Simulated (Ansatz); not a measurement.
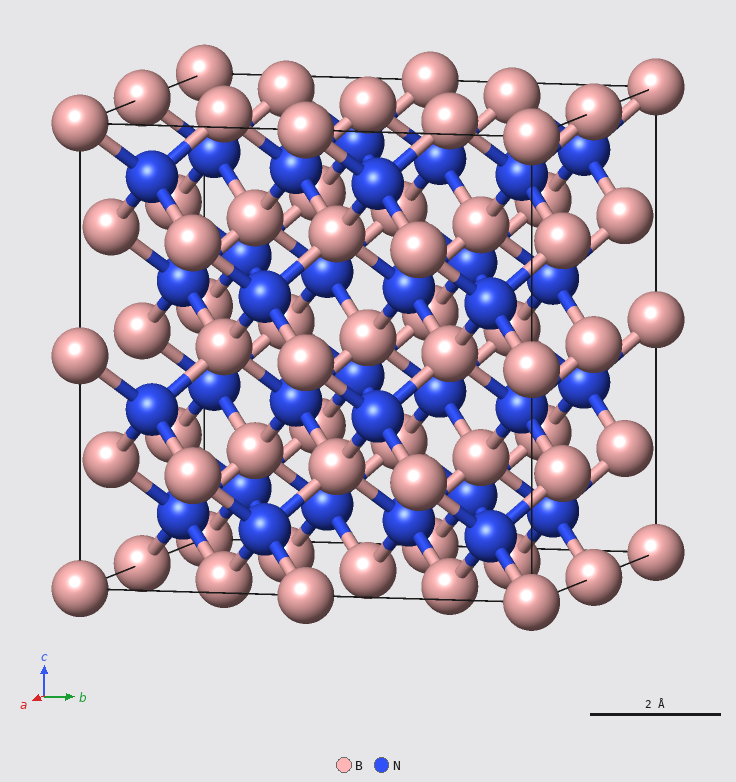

The structure as given in the input (ball-and-stick view of the cell of the calculation, seen slightly off an axis).

**Run report: B32N32, single-point calculation**

- system: B32N32 (F-43m, 64 atoms in the cell)
- method: DFT, HSE06, PAW, plane waves (Ansatz 0.2.0)

The structure was built on a prototype by a generator.

## Log
```
Pseudopotentials: kind: paw
Functional definition: HSE06
  parameter a = 0.25
  parameter omega = 0.11/bohr
  exchange = pbe_x - a*pbe_x_sr(omega) + a*exact_x_sr(omega)
  correlation = pbe_c
Crystal: 64 atoms, lattice volume = 375.054 Å³
Basis set: ecut = 420 eV, 7249 PW (Γ), exchange–correlation on 100×100×100 points (8 copies of the dense FFT grid, shifted against one another)
Bands: 192, of which v1, the nominal top of the filled ones, is band 128 counted from 1 (127 counted from 0)
Symmetry: 768 space group operations
Space group: F-43m (ITA 216), of the structure as read, at distance tolerance 7.2e-5 Å
k-points: 1
Non-local potential: B, projectors of the file, l = 0: 2, l = 1: 2, l = 2: 1
Non-local potential: N, projectors of the file, l = 0: 2, l = 1: 2, l = 2: 1
PAW form: soft (Blöchl's): semilocal exchange-correlation on the pseudo side does not see the compensation charge
PAW frozen core: B, regenerated for the run's functional, and the local potential with it (the file was generated under x = pbe(κ = 0.804, μ = 0.2195149727645171), c = pbe(β = 0.06672455060314922))
PAW frozen core: N, regenerated for the run's functional, and the local potential with it (the file was generated under x = pbe(κ = 0.804, μ = 0.2195149727645171), c = pbe(β = 0.06672455060314922))
PAW one-centre angular grid: B, 110 points (default); XC on 64 Gauss nodes
PAW one-centre angular grid: N, 110 points (default); XC on 64 Gauss nodes
Initial density: superposition of atomic densities (neutral atoms: chi_scale 0, normalization atom), corrected by the library's trained network
Initial wavefunctions: pseudopotential atomic-orbital guess
Functional: x = pbe(κ = 0.804, μ = 0.2195149727645171), c = pbe(β = 0.06672455060314922), warm-up for x = pbe(κ = 0.804, μ = 0.2195149727645171) + 0.25 (exact − pbe) at short range (hse, ω = 0.20786987370883472 Å⁻¹), c = pbe(β = 0.06672455060314922); HSE06 as pw.x's `hse` composes it (authors' and Libxc's form: `xc: wpbeh`)
SCF iter   1: F=—  HF=-17350.067724 eV  |F-HF|=—  |Δ(HF+E_count)|=         —  Δρ=4.49e-3  dr2=6.50e-2  ethr=1.77e-3  ⟨swp⟩=6.0  Hψ=884  notcnv=0
preconditioner: auto → none  [insulator: Δε(μ)=4.477 eV  Ē_g=17.874 eV  σ=0.010 eV  W_gap=1.00  n_scr=92 (ndim 8)  ℏωp=30.7 eV  f_vac=0.000  D(μ)=0.00/eV (n_scr^D=0)]
iter 2 solved again at ethr=1.22e-6 eV; its pass at ethr=2.54e-5 eV (dr2=3.12e-3 eV) is discarded
SCF iter   2: F=—  HF=-17350.057705 eV  |F-HF|=—  |Δ(HF+E_count)|=   1.00e-2  Δρ=1.27e-3  dr2=3.16e-3  ethr=1.22e-6  ⟨swp⟩=3.0  Hψ=922  notcnv=0
SCF iter   3: F=-17350.060114 eV  HF=-17350.059719 eV  |F-HF|=3.95e-4  |Δ(HF+E_count)|=   2.01e-3  Δρ=4.90e-4  dr2=3.29e-4  ethr=1.22e-6  ⟨swp⟩=3.0  Hψ=350  notcnv=0
SCF 1 stopped early in 3 iterations: F = -17350.060114 eV  dr2 = 3.29e-4
  greatest PAW one-centre occupation: 0.786 electrons in one spin orbital (limit 2), on the N atom at site 63 (counted from 0), in its partial waves of l = 0
Initial density: handed on by an earlier stage of this run
Initial wavefunctions: those handed on with the density
Functional: x = pbe(κ = 0.804, μ = 0.2195149727645171) + 0.25 (exact − pbe) at short range (hse, ω = 0.20786987370883472 Å⁻¹), c = pbe(β = 0.06672455060314922); HSE06 as pw.x's `hse` composes it (authors' and Libxc's form: `xc: wpbeh`)
Exchange kernel: α = 0.2500, screened, ω = 0.2079 Å⁻¹, Wigner–Seitz truncation, v(0) = 710.6192 eV·Å³, q-mesh 1×1×1, nearest image of the exchange supercell L = 7.21 Å, pair-density grid 40×40×40, without the augmentation charges, whose exchange is taken in its separable form (sized by the pseudopotential files, 50×50×50 at the most)
Frozen-core exchange: fock
SCF iter   1: F=—  HF=-17356.004420 eV  |F-HF|=—  |Δ(HF+E_count)|=         —  Δρ=9.27e-3  dr2=1.53e-1  ethr=1.29e-6  ⟨swp⟩=7.0  Hψ=986  notcnv=0
preconditioner: auto → none  [insulator: Δε(μ)=5.773 eV  Ē_g=20.313 eV  σ=0.010 eV  W_gap=1.00  n_scr=92 (ndim 8)  ℏωp=30.7 eV  f_vac=0.000  D(μ)=0.00/eV (n_scr^D=0)]
SCF iter   2: F=—  HF=-17355.943133 eV  |F-HF|=—  |Δ(HF+E_count)|=   6.13e-2  Δρ=4.23e-3  dr2=2.66e-2  ethr=1.29e-6  ⟨swp⟩=4.0  Hψ=666  notcnv=0
SCF iter   3: F=—  HF=-17356.000827 eV  |F-HF|=—  |Δ(HF+E_count)|=   5.77e-2  Δρ=1.37e-3  dr2=5.65e-3  ethr=1.29e-6  ⟨swp⟩=4.0  Hψ=634  notcnv=0
SCF iter   4: F=—  HF=-17355.998998 eV  |F-HF|=—  |Δ(HF+E_count)|=   1.83e-3  Δρ=4.26e-4  dr2=6.32e-4  ethr=1.29e-6  ⟨swp⟩=3.0  Hψ=563  notcnv=0
SCF iter   5: F=-17355.998803 eV  HF=-17355.998807 eV  |F-HF|=3.67e-6  |Δ(HF+E_count)|=   1.92e-4  Δρ=7.69e-5  dr2=5.30e-5  ethr=2.02e-7  ⟨swp⟩=3.0  Hψ=387  notcnv=0
SCF 2 stopped early in 5 iterations: F = -17355.998803 eV  dr2 = 5.30e-5
  greatest PAW one-centre occupation: 0.789 electrons in one spin orbital (limit 2), on the N atom at site 63 (counted from 0), in its partial waves of l = 0
hybrid outer 1: dexx = +7.153e-2 eV, tail = 1.52e-4 eV
SCF iter   1: F=—  HF=-17355.998001 eV  |F-HF|=—  |Δ(HF+E_count)|=         —  Δρ=1.08e-4  dr2=3.49e-5  ethr=2.97e-7  ⟨swp⟩=4.0  Hψ=450  notcnv=0
preconditioner: auto → none  [insulator: Δε(μ)=5.808 eV  Ē_g=20.314 eV  σ=0.010 eV  W_gap=1.00  n_scr=92 (ndim 8)  ℏωp=30.7 eV  f_vac=0.000  D(μ)=0.00/eV (n_scr^D=0)]
SCF iter   2: F=—  HF=-17355.997988 eV  |F-HF|=—  |Δ(HF+E_count)|=   1.30e-5  Δρ=1.23e-5  dr2=8.17e-7  ethr=1.34e-8  ⟨swp⟩=3.0  Hψ=425  notcnv=0
SCF iter   3: F=—  HF=-17355.997994 eV  |F-HF|=—  |Δ(HF+E_count)|=   6.52e-6  Δρ=1.64e-5  dr2=7.73e-7  ethr=8.95e-11  ⟨swp⟩=4.0  Hψ=626  notcnv=0
SCF iter   4: F=-17355.997994 eV  HF=-17355.997994 eV  |F-HF|=2.93e-9  |Δ(HF+E_count)|=   2.86e-7  Δρ=1.37e-6  dr2=1.03e-8  ethr=8.95e-11  ⟨swp⟩=4.0  Hψ=467  notcnv=0
SCF 3 converged in 4 iterations: F = -17355.997994 eV  dr2 = 1.03e-8
  Residual-converged pass: ⟨swp⟩=2.0  Hψ=320  notcnv=0  max |occ|·‖R‖ = 4.5e-6 eV (tolerance 6.7e-6 eV)  dr2=1.06e-8  dr2_onsite=2.59e-10  max |Δocc| = 0.0e0
```

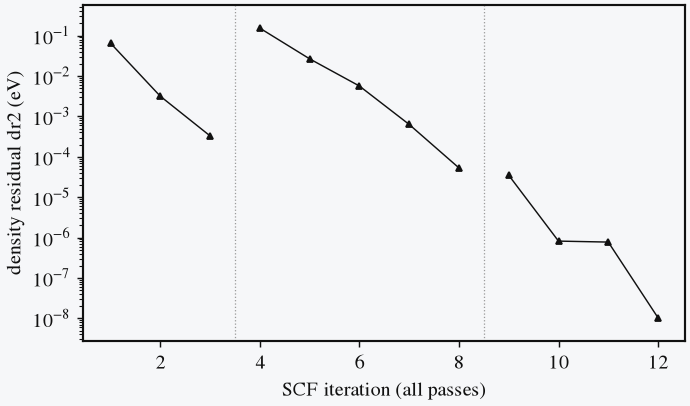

Convergence of the self-consistent field: density residual dr2 against the SCF iteration. The run starts with a semilocal functional; after that each stretch between dotted lines is one SCF of the hybrid functional between two exact rebuilds of the exchange operator by the outer loop. Early passes are stopped at a loose threshold. The passes take 3, 5 and 4 iterations.

```
hybrid outer 2: dexx = +7.072e-6 eV, tail = 2.54e-8 eV, Δε = 1.39e-3 eV (about 1.97e-5 eV left of the loop's levels)
NSCF: frozen V_eff on 1 k-points
hybrid SCF converged: 2 outer / 9 inner (+3 warm-up), last move |dexx| = 7.07e-6 eV, tail = 2.54e-8 eV
Stability not checked: this state was not tested for a lower state beside it, because the functional holds exact exchange (a hybrid, or Hartree-Fock), whose exchange loop this test does not read (fock_operator; see scf.lower_state_search)
Free energy (F): -17355.997994 eV
Harris-Foulkes:  -17355.997994 eV  (|F-HF|=2.93e-9)
Internal energy: -17355.997994 eV  (E = F + TS)
E sigma→0 (E₀):  -17355.997994 eV
Fermi energy:    13.354666 eV
--- Per-component energies (eV) ---
  E_band       = 470.965029
  E_kinetic    = 5965.333007
  E_local      = -5563.797231  (includes V_loc(G=0)·N_el)
  E_nonlocal   = 1776.199557
  E_hartree    = 1571.620920
  E_xc         = -2424.218440
  E_vxc        = -2985.405281  (∫ρ·V_xc dr)
  E_exx        = -627.697583  (= α·E_x^exact, valence–valence)
  E_paw        = -6554.747150  (= ΣΔE_a)
  E_vpaw       = -609.220625  (= ΣTr[D̂ρ^β])
  E_aug_tail   = 0.003314  (compensation charges beyond the density's cutoff)
  E_ewald      = -11497.583895
  E_core_change = -1.110502  (= ΣΔE_core)
  E_smearing   = -0.000000  (= −TS)
  E_closure    = 0.000007  (closes the sum)
  Σ components = -17355.997994   (vs F -17355.997994, Δ=0.00e0)
--- Forces (eV/Å), atoms counted from 1 ---
  atom   1  B      0.00000000     0.00000000    -0.00000000
  atom   2  B      0.00000000     0.00000000    -0.00000000
  atom   3  B      0.00000000    -0.00000000     0.00000000
  atom   4  B      0.00000000    -0.00000000     0.00000000
  atom   5  B      0.00000000     0.00000000    -0.00000000
  atom   6  B     -0.00000000    -0.00000000    -0.00000000
  atom   7  B     -0.00000000    -0.00000000    -0.00000000
  atom   8  B     -0.00000000    -0.00000000    -0.00000000
  atom   9  B      0.00000000     0.00000000     0.00000000
  atom  10  B      0.00000000     0.00000000    -0.00000000
  atom  11  B      0.00000000    -0.00000000     0.00000000
  atom  12  B      0.00000000     0.00000000     0.00000000
  atom  13  B      0.00000000    -0.00000000    -0.00000000
  atom  14  B      0.00000000    -0.00000000    -0.00000000
  atom  15  B      0.00000000    -0.00000000     0.00000000
  atom  16  B      0.00000000     0.00000000     0.00000000
  atom  17  B      0.00000000     0.00000000     0.00000000
  atom  18  B      0.00000000     0.00000000     0.00000000
  atom  19  B      0.00000000    -0.00000000     0.00000000
  atom  20  B      0.00000000     0.00000000     0.00000000
  atom  21  B      0.00000000     0.00000000    -0.00000000
  atom  22  B      0.00000000     0.00000000    -0.00000000
  atom  23  B      0.00000000    -0.00000000    -0.00000000
  atom  24  B      0.00000000    -0.00000000    -0.00000000
  atom  25  B     -0.00000000     0.00000000    -0.00000000
  atom  26  B     -0.00000000     0.00000000    -0.00000000
  atom  27  B      0.00000000     0.00000000     0.00000000
  atom  28  B      0.00000000     0.00000000     0.00000000
  atom  29  B      0.00000000    -0.00000000    -0.00000000
  atom  30  B     -0.00000000    -0.00000000    -0.00000000
  atom  31  B      0.00000000     0.00000000    -0.00000000
  atom  32  B      0.00000000     0.00000000     0.00000000
  atom  33  N      0.00000000    -0.00000000     0.00000000
  atom  34  N      0.00000000    -0.00000000     0.00000000
  atom  35  N      0.00000000    -0.00000000    -0.00000000
  atom  36  N      0.00000000    -0.00000000    -0.00000000
  atom  37  N     -0.00000000     0.00000000    -0.00000000
  atom  38  N     -0.00000000    -0.00000000     0.00000000
  atom  39  N     -0.00000000    -0.00000000    -0.00000000
  atom  40  N     -0.00000000    -0.00000000    -0.00000000
  atom  41  N      0.00000000    -0.00000000     0.00000000
  atom  42  N     -0.00000000    -0.00000000    -0.00000000
  atom  43  N     -0.00000000    -0.00000000     0.00000000
  atom  44  N     -0.00000000    -0.00000000     0.00000000
  atom  45  N     -0.00000000    -0.00000000     0.00000000
  atom  46  N     -0.00000000    -0.00000000    -0.00000000
  atom  47  N     -0.00000000    -0.00000000     0.00000000
  atom  48  N     -0.00000000    -0.00000000    -0.00000000
  atom  49  N      0.00000000     0.00000000     0.00000000
  atom  50  N     -0.00000000    -0.00000000     0.00000000
  atom  51  N      0.00000000    -0.00000000     0.00000000
  atom  52  N     -0.00000000    -0.00000000     0.00000000
  atom  53  N     -0.00000000    -0.00000000     0.00000000
  atom  54  N     -0.00000000     0.00000000     0.00000000
  atom  55  N     -0.00000000    -0.00000000    -0.00000000
  atom  56  N     -0.00000000    -0.00000000    -0.00000000
  atom  57  N      0.00000000     0.00000000     0.00000000
  atom  58  N      0.00000000     0.00000000     0.00000000
  atom  59  N      0.00000000     0.00000000     0.00000000
  atom  60  N     -0.00000000    -0.00000000     0.00000000
  atom  61  N     -0.00000000    -0.00000000    -0.00000000
  atom  62  N     -0.00000000    -0.00000000    -0.00000000
  atom  63  N     -0.00000000    -0.00000000     0.00000000
  atom  64  N     -0.00000000    -0.00000000    -0.00000000
  max |Σ_I F_I| component: 1.20e-23 eV/Å
--- Band table (eV) ---
  k-point 0: bands = ["-11.7221", "-9.5925", "-9.5925", "-9.5925", "-9.5925", "-9.5925", "-9.5925", "-7.7554", "-7.7554", "-7.7554", "-7.7554", "-7.7554", "-7.7554", "-7.7554", "-7.7554", "-7.7554", "-7.7554", "-7.7554", "-7.7554", "-7.1575", "-7.1575", "-7.1575", "-7.1575", "-5.6588", "-5.6588", "-5.6588", "-5.3335", "-5.3335", "-5.3335", "-5.3335", "-5.3335", "-5.3335", "-1.2415", "-1.2415", "-1.2415", "-1.2415", "0.6499", "0.6499", "0.6499", "2.0944",
      "2.0944", "2.0944", "2.0944", "2.0944", "2.0944", "2.1774", "2.1774", "2.1774", "2.1774", "2.1774", "2.1774", "2.1774", "2.1774", "2.1774", "2.1774", "2.1774", "2.1774", "2.8690", "2.8690", "2.8690", "2.8690", "2.8690", "2.8690", "3.4372", "3.4372", "3.4372", "3.4372", "3.4372", "3.4372", "4.3564", "4.3564", "4.3564", "4.3564", "4.3564", "4.3564", "4.3564", "4.3564", "4.3564", "4.3564", "4.3564",
      "4.3564", "5.1006", "5.1006", "5.1006", "5.1006", "5.1006", "5.1006", "6.0858", "6.0858", "6.0858", "6.0858", "6.0858", "6.0858", "7.1896", "7.1896", "7.1896", "7.1896", "7.1896", "7.1896", "7.1896", "7.1896", "7.1896", "7.1896", "7.1896", "7.1896", "8.1816", "8.1816", "8.1816", "8.1816", "8.1816", "8.1816", "8.1816", "8.1816", "8.1816", "8.1816", "8.1816", "8.1816", "8.3389", "8.3389", "8.3389",
      "8.3389", "8.3389", "8.3389", "8.3389", "8.3389", "10.4513", "10.4513", "10.4513", "16.2580", "16.2580", "16.2580", "18.8206", "18.8206", "18.8206", "18.8206", "18.8206", "18.8206", "21.0672", "21.0672", "21.0672", "21.2487", "21.2487", "21.2487", "21.7256", "21.7256", "21.7256", "21.7256", "21.7256", "21.7256", "21.8987", "21.8987", "21.8987", "21.8987", "21.8987", "21.8987", "21.8987", "21.8987", "21.8987", "21.8987", "21.8987",
      "21.8987", "22.4154", "22.4154", "22.4154", "22.4154", "22.7148", "23.0261", "23.0261", "23.0261", "23.0261", "23.0261", "23.0261", "23.0261", "23.0261", "23.8224", "23.8224", "23.8224", "23.8224", "23.8224", "23.8224", "24.7077", "24.7077", "24.7077", "24.7077", "24.7077", "24.7077", "24.7077", "24.7077", "24.7077", "24.7077", "24.7077", "24.7077"]
--- Löwdin populations: 64 sites ---
  site symbol       q [e]
     0      B      2.6586
     1      B      2.6586
     2      B      2.6586
     3      B      2.6586
     4      B      2.6586
     5      B      2.6586
     6      B      2.6586
     7      B      2.6586
     8      B      2.6586
     9      B      2.6586
    10      B      2.6586
    11      B      2.6586
    12      B      2.6586
    13      B      2.6586
    14      B      2.6586
    15      B      2.6586
    16      B      2.6586
    17      B      2.6586
    18      B      2.6586
    19      B      2.6586
    20      B      2.6586
    21      B      2.6586
    22      B      2.6586
    23      B      2.6586
    24      B      2.6586
    25      B      2.6586
    26      B      2.6586
    27      B      2.6586
    28      B      2.6586
    29      B      2.6586
    30      B      2.6586
    31      B      2.6586
    32      N      5.3119
    33      N      5.3119
    34      N      5.3119
    35      N      5.3119
    36      N      5.3119
    37      N      5.3119
    38      N      5.3119
    39      N      5.3119
    40      N      5.3119
    41      N      5.3119
    42      N      5.3119
    43      N      5.3119
    44      N      5.3119
    45      N      5.3119
    46      N      5.3119
    47      N      5.3119
    48      N      5.3119
    49      N      5.3119
    50      N      5.3119
    51      N      5.3119
    52      N      5.3119
    53      N      5.3119
    54      N      5.3119
    55      N      5.3119
    56      N      5.3119
    57      N      5.3119
    58      N      5.3119
    59      N      5.3119
    60      N      5.3119
    61      N      5.3119
    62      N      5.3119
    63      N      5.3119
  spilling = 0.003688 (of n_electrons = 256.000000)
```

This output came from the following input.

## Input file
```yaml
crystal:
  lattice:
    - [7.211591, 0.000000, 0.000000]
    - [0.000000, 7.211591, 0.000000]
    - [0.000000, 0.000000, 7.211591]
  atoms:
    - { symbol: B, position: [0.000000, 0.000000, 0.000000] }
    - { symbol: B, position: [0.000000, 0.000000, 0.500000] }
    - { symbol: B, position: [0.000000, 0.500000, 0.000000] }
    - { symbol: B, position: [0.000000, 0.500000, 0.500000] }
    - { symbol: B, position: [0.500000, 0.000000, 0.000000] }
    - { symbol: B, position: [0.500000, 0.000000, 0.500000] }
    - { symbol: B, position: [0.500000, 0.500000, 0.000000] }
    - { symbol: B, position: [0.500000, 0.500000, 0.500000] }
    - { symbol: B, position: [0.250000, 0.250000, 0.000000] }
    - { symbol: B, position: [0.250000, 0.250000, 0.500000] }
    - { symbol: B, position: [0.250000, 0.750000, 0.000000] }
    - { symbol: B, position: [0.250000, 0.750000, 0.500000] }
    - { symbol: B, position: [0.750000, 0.250000, 0.000000] }
    - { symbol: B, position: [0.750000, 0.250000, 0.500000] }
    - { symbol: B, position: [0.750000, 0.750000, 0.000000] }
    - { symbol: B, position: [0.750000, 0.750000, 0.500000] }
    - { symbol: B, position: [0.250000, 0.000000, 0.250000] }
    - { symbol: B, position: [0.250000, 0.000000, 0.750000] }
    - { symbol: B, position: [0.250000, 0.500000, 0.250000] }
    - { symbol: B, position: [0.250000, 0.500000, 0.750000] }
    - { symbol: B, position: [0.750000, 0.000000, 0.250000] }
    - { symbol: B, position: [0.750000, 0.000000, 0.750000] }
    - { symbol: B, position: [0.750000, 0.500000, 0.250000] }
    - { symbol: B, position: [0.750000, 0.500000, 0.750000] }
    - { symbol: B, position: [0.000000, 0.250000, 0.250000] }
    - { symbol: B, position: [0.000000, 0.250000, 0.750000] }
    - { symbol: B, position: [0.000000, 0.750000, 0.250000] }
    - { symbol: B, position: [0.000000, 0.750000, 0.750000] }
    - { symbol: B, position: [0.500000, 0.250000, 0.250000] }
    - { symbol: B, position: [0.500000, 0.250000, 0.750000] }
    - { symbol: B, position: [0.500000, 0.750000, 0.250000] }
    - { symbol: B, position: [0.500000, 0.750000, 0.750000] }
    - { symbol: N, position: [0.125000, 0.125000, 0.125000] }
    - { symbol: N, position: [0.125000, 0.125000, 0.625000] }
    - { symbol: N, position: [0.125000, 0.625000, 0.125000] }
    - { symbol: N, position: [0.125000, 0.625000, 0.625000] }
    - { symbol: N, position: [0.625000, 0.125000, 0.125000] }
    - { symbol: N, position: [0.625000, 0.125000, 0.625000] }
    - { symbol: N, position: [0.625000, 0.625000, 0.125000] }
    - { symbol: N, position: [0.625000, 0.625000, 0.625000] }
    - { symbol: N, position: [0.375000, 0.375000, 0.125000] }
    - { symbol: N, position: [0.375000, 0.375000, 0.625000] }
    - { symbol: N, position: [0.375000, 0.875000, 0.125000] }
    - { symbol: N, position: [0.375000, 0.875000, 0.625000] }
    - { symbol: N, position: [0.875000, 0.375000, 0.125000] }
    - { symbol: N, position: [0.875000, 0.375000, 0.625000] }
    - { symbol: N, position: [0.875000, 0.875000, 0.125000] }
    - { symbol: N, position: [0.875000, 0.875000, 0.625000] }
    - { symbol: N, position: [0.375000, 0.125000, 0.375000] }
    - { symbol: N, position: [0.375000, 0.125000, 0.875000] }
    - { symbol: N, position: [0.375000, 0.625000, 0.375000] }
    - { symbol: N, position: [0.375000, 0.625000, 0.875000] }
    - { symbol: N, position: [0.875000, 0.125000, 0.375000] }
    - { symbol: N, position: [0.875000, 0.125000, 0.875000] }
    - { symbol: N, position: [0.875000, 0.625000, 0.375000] }
    - { symbol: N, position: [0.875000, 0.625000, 0.875000] }
    - { symbol: N, position: [0.125000, 0.375000, 0.375000] }
    - { symbol: N, position: [0.125000, 0.375000, 0.875000] }
    - { symbol: N, position: [0.125000, 0.875000, 0.375000] }
    - { symbol: N, position: [0.125000, 0.875000, 0.875000] }
    - { symbol: N, position: [0.625000, 0.375000, 0.375000] }
    - { symbol: N, position: [0.625000, 0.375000, 0.875000] }
    - { symbol: N, position: [0.625000, 0.875000, 0.375000] }
    - { symbol: N, position: [0.625000, 0.875000, 0.875000] }
kpoints:
  mp_grid: { grid: [1, 1, 1] }
hamiltonian:
  xc: hse06
scf:
  occupations: { method: fermi_dirac, width: 0.01 }
output:
  forces: true
  eigenvalues: true
  populations: true
  eigenstates: { kpoints: [[0, 0, 0]], e_range: [-6.0, 6.0], localisation: true }
```

## Key numbers

- outcome: converged
- space group (tolerance 0.01 Å): F-43m (216)
- electrons treated: 256
- free energy: −17355.9980 eV
- Fermi energy: 13.355 eV
- largest force (length of the vector): under 0.001 eV/Å
- hardware: 8 CPU threads, shared host
- wall time: 6.7 s (CPU time 17 s)
- peak memory: 2.4 GiB

## Notes

The k-point mesh is coarse for a cell of this size, so the results may not be converged.
